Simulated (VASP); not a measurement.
**Geometry relaxation of IrO₂ (part 1 of 3)**

- system: IrO₂ (6 atoms in the cell)
- method: Kohn-Sham DFT of a periodic cell, LDA, VASP PAW LDA potentials, recommended, no spin polarisation (VASP 6.6.1)

The structure derives from an entry of the Crystallography Open Database.

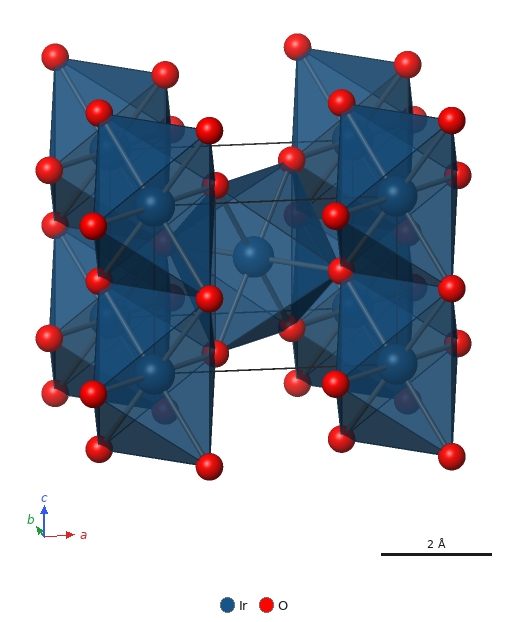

**Figure 1.** The starting structure (polyhedral view of the cell of the calculation, seen slightly off an axis; polyhedra are completed across the faces of the cell). An atom can appear more than once, as a periodic image.

### INCAR
```
SYSTEM = IrO2
ALGO = Normal
EDIFF = 1E-6
EDIFFG = -0.05
ENCUT = 600
GGA = CA
IBRION = 2
ISIF = 3
ISMEAR = 0
LASPH = .TRUE.
LCHARG = .FALSE.
LREAL = .FALSE.
LWAVE = .FALSE.
NELM = 100
NSW = 100
PREC = Accurate
SIGMA = 0.1
```

### KPOINTS
```
k-points
0
G
  4 4 6
  0 0 0
```

### POSCAR
```
IrO2
1.0
    4.5051000000      0.0000000000      0.0000000000
    0.0000000000      4.5051000000      0.0000000000
    0.0000000000      0.0000000000      3.1586000000
Ir O
2 4
Direct
    0.0000000000      0.0000000000      0.0000000000
    0.5000000000      0.5000000000      0.5000000000
    0.3077000000      0.3077000000      0.0000000000
    0.1923000000      0.8077000000      0.5000000000
    0.6923000000      0.6923000000      0.0000000000
    0.8077000000      0.1923000000      0.5000000000
```

Launch command:
```bash
cat potpaw_LDA.64/Ir/POTCAR potpaw_LDA.64/O/POTCAR > POTCAR
mpirun -np 1 vasp_std > vasp.out
```

### OSZICAR
```
N       E                     dE             d eps       ncg     rms          rms(c)
DAV:   1     0.524326855610E+03    0.52433E+03   -0.23336E+04  1208   0.188E+03
DAV:   2     0.143221292382E+02   -0.51000E+03   -0.49962E+03  1217   0.503E+02
DAV:   3    -0.535272853388E+02   -0.67849E+02   -0.66232E+02  1836   0.177E+02
DAV:   4    -0.564990155076E+02   -0.29717E+01   -0.28702E+01  1450   0.357E+01
DAV:   5    -0.565884644105E+02   -0.89449E-01   -0.89374E-01  1682   0.648E+00    0.485E+01
DAV:   6    -0.496958021379E+02    0.68927E+01   -0.49949E+01  1797   0.638E+01    0.214E+01
DAV:   7    -0.489491219676E+02    0.74668E+00   -0.70012E+00  1814   0.314E+01    0.147E+01
DAV:   8    -0.487880209353E+02    0.16110E+00   -0.70883E-01  1901   0.990E+00    0.728E-01
DAV:   9    -0.487841393691E+02    0.38816E-02   -0.33913E-02  1494   0.145E+00    0.412E-01
DAV:  10    -0.487818642575E+02    0.22751E-02   -0.96212E-03  1716   0.112E+00    0.186E-01
DAV:  11    -0.487817307189E+02    0.13354E-03   -0.92381E-04  1854   0.274E-01    0.573E-02
DAV:  12    -0.487817276581E+02    0.30607E-05   -0.29522E-05  1491   0.472E-02    0.101E-02
DAV:  13    -0.487817267266E+02    0.93147E-06   -0.70388E-06  1723   0.270E-02
   1 F= -.48781727E+02 E0= -.48772563E+02  d E =-.487817E+02
       N       E                     dE             d eps       ncg     rms          rms(c)
DAV:   1    -0.498998320291E+02   -0.11181E+01   -0.46482E+01  1227   0.696E+01    0.135E+01
DAV:   2    -0.488074316057E+02    0.10924E+01   -0.28054E+00  1217   0.125E+01    0.719E+00
DAV:   3    -0.486310585577E+02    0.17637E+00   -0.89294E-01  1614   0.952E+00    0.124E+00
DAV:   4    -0.486267515952E+02    0.43070E-02   -0.19149E-02  1473   0.121E+00    0.559E-01
DAV:   5    -0.486262101638E+02    0.54143E-03   -0.18464E-03  1526   0.341E-01    0.459E-02
DAV:   6    -0.486262590583E+02   -0.48895E-04   -0.10076E-04  1713   0.857E-02    0.276E-02
DAV:   7    -0.486262646635E+02   -0.56052E-05   -0.16346E-05  1760   0.355E-02    0.105E-02
DAV:   8    -0.486262651593E+02   -0.49584E-06   -0.85566E-07   736   0.140E-02
   2 F= -.48626265E+02 E0= -.48618593E+02  d E =0.155462E+00
       N       E                     dE             d eps       ncg     rms          rms(c)
DAV:   1    -0.493993030622E+02   -0.77304E+00   -0.20837E+01  1306   0.460E+01    0.780E+00
DAV:   2    -0.489070618158E+02    0.49224E+00   -0.12205E+00  1225   0.818E+00    0.509E+00
DAV:   3    -0.488284804113E+02    0.78581E-01   -0.36798E-01  1640   0.607E+00    0.157E+00
DAV:   4    -0.488266172509E+02    0.18632E-02   -0.72116E-03  1509   0.782E-01    0.610E-01
DAV:   5    -0.488264718422E+02    0.14541E-03   -0.58451E-04  1413   0.187E-01    0.278E-02
DAV:   6    -0.488264911113E+02   -0.19269E-04   -0.43407E-05  1653   0.588E-02    0.132E-02
DAV:   7    -0.488264932096E+02   -0.20983E-05   -0.10877E-06   770   0.129E-02    0.697E-03
DAV:   8    -0.488264931516E+02    0.57908E-07   -0.39504E-07   678   0.664E-03
   3 F= -.48826493E+02 E0= -.48817797E+02  d E =-.447664E-01
       N       E                     dE             d eps       ncg     rms          rms(c)
DAV:   1    -0.488265626812E+02   -0.69472E-04   -0.19671E-03  1282   0.450E-01    0.745E-02
DAV:   2    -0.488265161668E+02    0.46514E-04   -0.11868E-04  1225   0.807E-02    0.446E-02
DAV:   3    -0.488265088345E+02    0.73323E-05   -0.34784E-05  1634   0.594E-02    0.122E-02
DAV:   4    -0.488265086526E+02    0.18184E-06   -0.54617E-07   628   0.744E-03
   4 F= -.48826509E+02 E0= -.48817822E+02  d E =-.447819E-01
       N       E                     dE             d eps       ncg     rms          rms(c)
DAV:   1    -0.488422797606E+02   -0.15771E-01   -0.86867E-01  1200   0.746E+00    0.735E-01
DAV:   2    -0.488339517455E+02    0.83280E-02   -0.24145E-02  1596   0.137E+00    0.414E-01
DAV:   3    -0.488309187265E+02    0.30330E-02   -0.77568E-03  1598   0.686E-01    0.108E-01
DAV:   4    -0.488308690546E+02    0.49672E-04   -0.62043E-04  1337   0.202E-01    0.441E-02
DAV:   5    -0.488308533684E+02    0.15686E-04   -0.44022E-05  1808   0.581E-02    0.115E-02
DAV:   6    -0.488308531694E+02    0.19903E-06   -0.16848E-06   758   0.126E-02
   5 F= -.48830853E+02 E0= -.48822029E+02  d E =-.434452E-02
       N       E                     dE             d eps       ncg     rms          rms(c)
DAV:   1    -0.488308852760E+02   -0.31908E-04   -0.17813E-03  1200   0.339E-01    0.332E-02
DAV:   2    -0.488308678711E+02    0.17405E-04   -0.50201E-05  1584   0.619E-02    0.185E-02
DAV:   3    -0.488308615643E+02    0.63068E-05   -0.16702E-05  1612   0.317E-02    0.493E-03
DAV:   4    -0.488308614515E+02    0.11275E-06   -0.11686E-06   651   0.930E-03
   6 F= -.48830861E+02 E0= -.48822032E+02  d E =-.435280E-02
       N       E                     dE             d eps       ncg     rms          rms(c)
DAV:   1    -0.488302711645E+02    0.59040E-03   -0.78621E-01  1202   0.686E+00    0.275E-01
DAV:   2    -0.488316950529E+02   -0.14239E-02   -0.18233E-02  1562   0.120E+00    0.234E-01
DAV:   3    -0.488316077684E+02    0.87284E-04   -0.26737E-04  1471   0.137E-01    0.160E-01
DAV:   4    -0.488315470345E+02    0.60734E-04   -0.13623E-04  1634   0.100E-01    0.184E-02
DAV:   5    -0.488315475293E+02   -0.49479E-06   -0.14866E-05  1224   0.320E-02    0.104E-02
DAV:   6    -0.488315473406E+02    0.18869E-06   -0.48144E-07   630   0.808E-03
   7 F= -.48831547E+02 E0= -.48822869E+02  d E =-.685889E-03
       N       E                     dE             d eps       ncg     rms          rms(c)
DAV:   1    -0.488316476376E+02   -0.10011E-03   -0.92214E-02  1202   0.235E+00    0.944E-02
DAV:   2    -0.488318145048E+02   -0.16687E-03   -0.21480E-03  1555   0.414E-01    0.801E-02
DAV:   3    -0.488318041535E+02    0.10351E-04   -0.32242E-05  1503   0.495E-02    0.548E-02
DAV:   4    -0.488317969411E+02    0.72124E-05   -0.15378E-05  1610   0.327E-02    0.705E-03
DAV:   5    -0.488317970107E+02   -0.69539E-07   -0.16856E-06   776   0.116E-02
   8 F= -.48831797E+02 E0= -.48823069E+02  d E =-.935559E-03
```

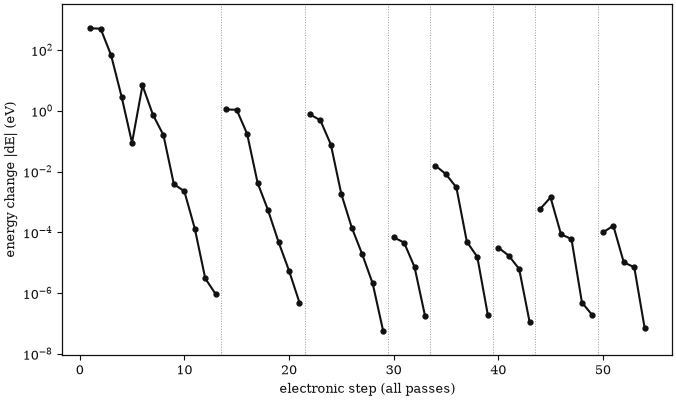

**Figure 2.** Convergence of the self-consistent field: energy change |dE| against the electronic step. Each stretch between dotted lines is the SCF of one geometry step of a relaxation. The 8 ionic steps take 4 to 13 electronic steps each. The density is held fixed in the first few steps, and dE rises again when its update begins.

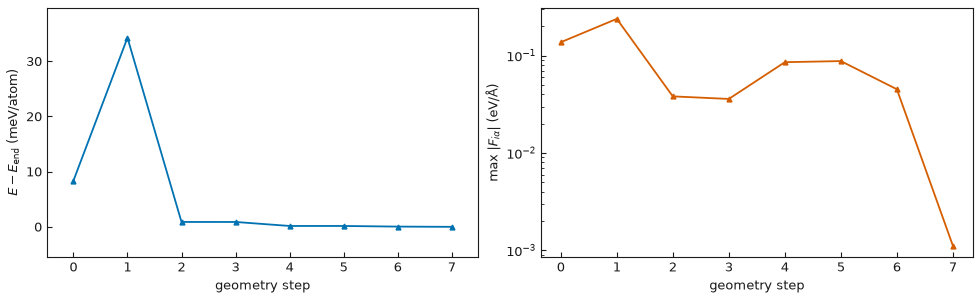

**Figure 3.** Progress of the relaxation, step by step (steps are counted from 0).

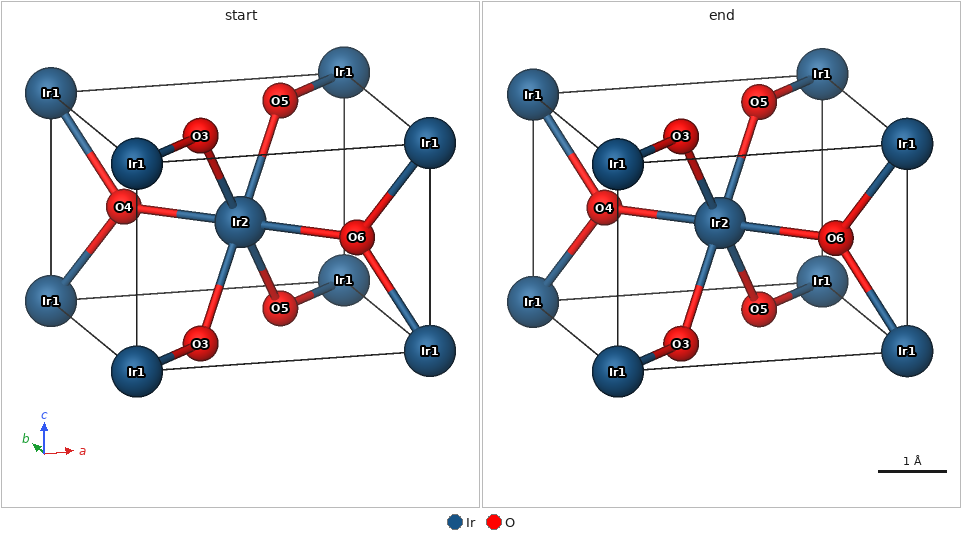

**Figure 4.** Before (left) and after (right) the relaxation, at one scale (ball-and-stick view of the cell of the calculation, seen slightly off an axis). The largest moves relative to the cell, 0.009 Å, are those of O3, O4, O5 and O6. Ir stays in place. The volume changes by −2.8 %, with a = b 4.505 → 4.448 Å (−1.3 %), c 3.159 → 3.151 Å (−0.3 %). Among the contacts that change: Ir1–O4 1.999 → 1.980 Å, Ir1–O3 1.960 → 1.945 Å. The space group stays P4_2/mnm (No. 136). Over 7 geometry steps the energy falls by 8.3 meV per atom. The largest force component goes from 0.14 to 0.0011 eV/Å. (Atoms are counted from 1 in the order of the input.)

### Parts of OUTCAR
```
SYSTEM = IrO2
   EDIFF = 1E-6
   EDIFFG = -0.05
   ENCUT = 600
   GGA = CA
   IBRION = 2
   ISIF = 3
   ISMEAR = 0
   LASPH = .TRUE.
   LREAL = .FALSE.
   NELM = 100
   NSW = 100
   PREC = Accurate

 ion  position               nearest neighbor table
   1  0.000  0.000  0.000-   3 1.96   5 1.96   4 2.00   6 2.00   4 2.00   6 2.00
   2  0.500  0.500  0.500-   4 1.96   6 1.96   5 2.00   3 2.00   3 2.00   5 2.00
   3  0.308  0.308  0.000-   1 1.96   2 2.00   2 2.00
   4  0.192  0.808  0.500-   2 1.96   1 2.00   1 2.00
   5  0.692  0.692  0.000-   1 1.96   2 2.00   2 2.00
   6  0.808  0.192  0.500-   2 1.96   1 2.00   1 2.00

  LATTYP: Found a simple tetragonal cell.
 ALAT       =     4.5051000000
 C/A-ratio  =     0.7011165124

  Lattice vectors:

 A1 = (   4.5051000000,   0.0000000000,   0.0000000000)
 A2 = (   0.0000000000,   4.5051000000,   0.0000000000)
 A3 = (   0.0000000000,   0.0000000000,   3.1586000000)

Analysis of symmetry for initial positions (statically):
=====================================================================
 Subroutine PRICEL returns:
 Original cell was already a primitive cell.

 Routine SETGRP: Setting up the symmetry group for a
 simple tetragonal supercell.

 Subroutine GETGRP returns: Found 16 space group operations
 (whereof  8 operations were pure point group operations)
 out of a pool of 16 trial point group operations.

The static configuration has the point symmetry D_2h.
 The point group associated with its full space group is D_4h.

Analysis of symmetry for dynamics (positions and initial velocities):
=====================================================================
 Subroutine PRICEL returns:
 Original cell was already a primitive cell.

 Routine SETGRP: Setting up the symmetry group for a
 simple tetragonal supercell.

 Subroutine GETGRP returns: Found 16 space group operations
 (whereof  8 operations were pure point group operations)
 out of a pool of 16 trial point group operations.

The dynamic configuration has the point symmetry D_2h.
 The point group associated with its full space group is D_4h.

 Subroutine INISYM returns: Found 16 space group operations
 (whereof  8 operations are pure point group operations),
 and found     1 'primitive' translations

----------------------------------------------------------------------------------------

                                     Primitive cell

  volume of cell :      64.1067

  direct lattice vectors                    reciprocal lattice vectors
     4.505100000  0.000000000  0.000000000     0.221970655  0.000000000  0.000000000
     0.000000000  4.505100000  0.000000000     0.000000000  0.221970655  0.000000000
     0.000000000  0.000000000  3.158600000     0.000000000  0.000000000  0.316595960

  length of vectors
     4.505100000  4.505100000  3.158600000     0.221970655  0.221970655  0.316595960

  position of ions in fractional coordinates (direct lattice)
     0.000000000  0.000000000  0.000000000
     0.500000000  0.500000000  0.500000000
     0.307700000  0.307700000  0.000000000
     0.192300000  0.807700000  0.500000000
     0.692300000  0.692300000  0.000000000
     0.807700000  0.192300000  0.500000000

  ion indices of the primitive-cell ions
   primitive index   ion index
                 1           1
                 2           2
                 3           3
                 4           4
                 5           5
                 6           6

----------------------------------------------------------------------------------------

 KPOINTS: k-points

Automatic generation of k-mesh.
 Grid dimensions read from file:
 generate k-points for:    4    4    6

 Generating k-lattice:

  Cartesian coordinates                     Fractional coordinates (reciprocal lattice)
     0.055492664  0.000000000  0.000000000     0.250000000  0.000000000  0.000000000
     0.000000000  0.055492664  0.000000000     0.000000000  0.250000000  0.000000000
     0.000000000  0.000000000  0.052765993     0.000000000  0.000000000  0.166666667

  Length of vectors
     0.055492664  0.055492664  0.052765993

  Shift w.r.t. Gamma in fractional coordinates (k-lattice)
     0.000000000  0.000000000  0.000000000

 Subroutine IBZKPT returns following result:
 ===========================================

 Found     24 irreducible k-points:

 Following reciprocal coordinates:
            Coordinates               Weight
  0.000000  0.000000  0.000000      1.000000
  0.250000  0.000000  0.000000      4.000000
  0.500000  0.000000  0.000000      2.000000
  0.250000  0.250000  0.000000      4.000000
  0.500000  0.250000  0.000000      4.000000
  0.500000  0.500000  0.000000      1.000000
  0.000000  0.000000  0.166667      2.000000
  0.250000  0.000000  0.166667      8.000000
  0.500000  0.000000  0.166667      4.000000
  0.250000  0.250000  0.166667      8.000000
  0.500000  0.250000  0.166667      8.000000
  0.500000  0.500000  0.166667      2.000000
  0.000000  0.000000  0.333333      2.000000
  0.250000  0.000000  0.333333      8.000000
  0.500000  0.000000  0.333333      4.000000
  0.250000  0.250000  0.333333      8.000000
  0.500000  0.250000  0.333333      8.000000
  0.500000  0.500000  0.333333      2.000000
  0.000000  0.000000  0.500000      1.000000
  0.250000  0.000000  0.500000      4.000000
  0.500000  0.000000  0.500000      2.000000
  0.250000  0.250000  0.500000      4.000000
  0.500000  0.250000  0.500000      4.000000
  0.500000  0.500000  0.500000      1.000000
```
